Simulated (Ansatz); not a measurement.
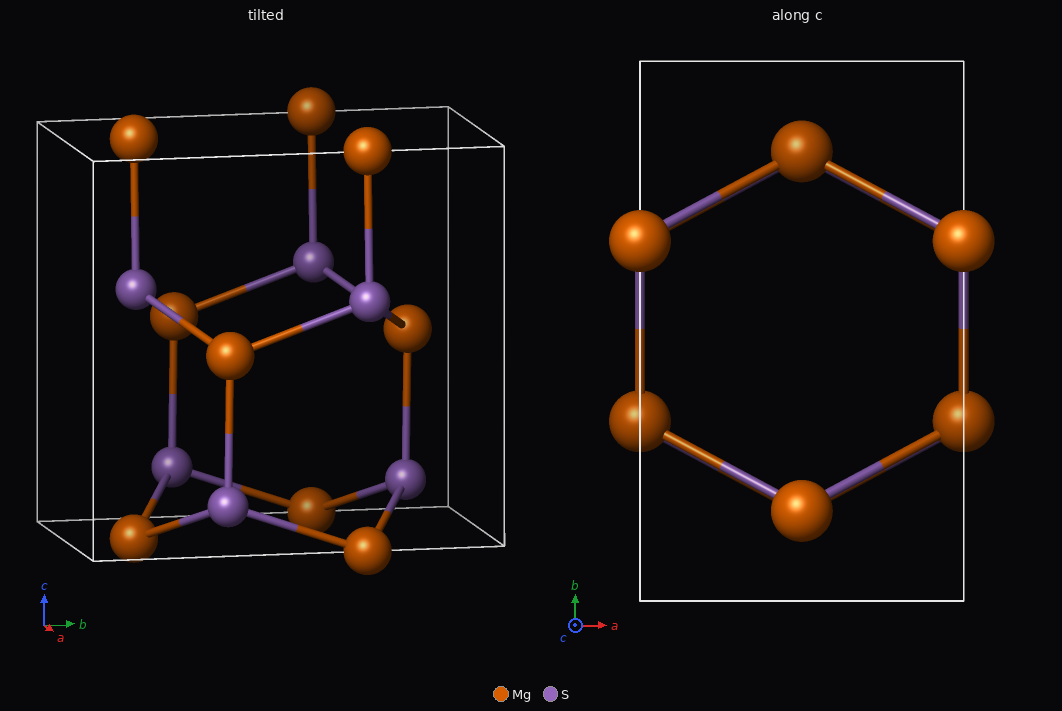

Shown here is a ball-and-stick view of the crystal, taken slightly off an axis and along the c axis. The conventional unit cell is outlined; an atom on or near a face, edge or corner is repeated at each equivalent position.

MgS, space group Cmc2_1 (No. 36), a = 4.029 Å, b = 6.718 Å, c = 6.454 Å, α = 90.00°, β = 90.00°, γ = 90.00°. Provenance: a structure listed in the Materials Project. The cell was then strained or its atoms displaced on purpose. It went into a calculation with Ansatz.

This one geometry was computed with Ansatz (DFT, plane waves, PAW) at three levels of theory: PBE, r2SCAN and HSE06. It was relaxed with r2SCAN and then strained.

How does the band gap change with the level of theory?

Answer. PBE: a gap of 3.65 eV, direct; r2SCAN: a gap of 4.34 eV, direct; HSE06: a gap of 4.72 eV, direct.

Collect the results in a table.

Answer.
| level | cutoff (eV) | k-mesh of the run's cell | gap (eV) | pressure (GPa) |
| --- | --- | --- | --- | --- |
| PBE | 420 | 12×12×4 | 3.65 | 3.5 |
| r2SCAN | 500 | 12×12×4 | 4.34 | 2.4 |
| HSE06 | 420 | 6×6×4 | 4.72 | 2.4 |

Gaps are taken on the k-mesh or band path of each run.
